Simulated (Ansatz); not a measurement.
System: C$_{2}$Cl$_{3}$.

```cif
data_structure
_symmetry_space_group_name_H-M 'P 1'
_symmetry_Int_Tables_number 1
_cell_length_a 12.7444
_cell_length_b 3.4744
_cell_length_c 13.2032
_cell_angle_alpha 90.000
_cell_angle_beta 112.077
_cell_angle_gamma 90.000
_cell_volume 541.76
loop_
_atom_site_label
_atom_site_type_symbol
_atom_site_fract_x
_atom_site_fract_y
_atom_site_fract_z
_atom_site_occupancy
Cl1 Cl 0.11088 0.50000 0.36605 1
Cl2 Cl 0.61088 0.00000 0.36605 1
Cl3 Cl 0.38912 0.00000 0.63395 1
Cl4 Cl 0.88912 0.50000 0.63395 1
Cl5 Cl 0.37628 0.50000 0.95109 1
Cl6 Cl 0.87628 0.00000 0.95109 1
Cl7 Cl 0.12372 0.00000 0.04891 1
Cl8 Cl 0.62372 0.50000 0.04891 1
C1 C 0.44365 0.00000 0.97756 1
C2 C 0.94365 0.50000 0.97756 1
C3 C 0.05635 0.50000 0.02244 1
C4 C 0.55635 0.00000 0.02244 1
Cl9 Cl 0.39740 0.50000 0.32834 1
Cl10 Cl 0.89740 0.00000 0.32834 1
Cl11 Cl 0.10260 0.00000 0.67166 1
Cl12 Cl 0.60260 0.50000 0.67166 1
C5 C 0.00709 0.00000 0.28330 1
C6 C 0.50709 0.50000 0.28330 1
C7 C 0.49291 0.50000 0.71670 1
C8 C 0.99291 0.00000 0.71670 1
```

Space group C2/m; built by placing these elements on a known structure type.

Method: DFT, PAW plane waves, PBE in Ansatz.

> What can the converged valence pseudo-density and electron localisation function tell about the bonding?

C–C (1.33 Å): the density is about 2.4 e/Å³ at the midpoint; the ELF peaks at about 0.90 between the atoms.

> Does the calculation make it a metal, or give it a gap?

It is gapless in this calculation (a metal or semimetal).

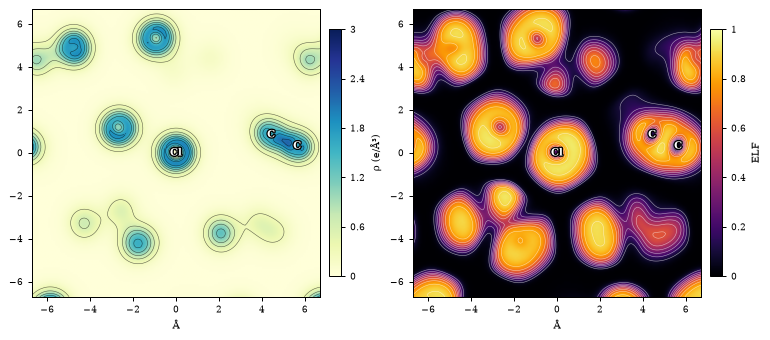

Computed valence pseudo-density and electron localisation function on the (011) plane of the conventional cell, in this order. Atoms just off the plane (Cl, 0.3 Å away and C, 0.6 Å away) can leave unmarked features too.

In a PAW calculation such maps are meaningful between the atoms, not at the nuclei.
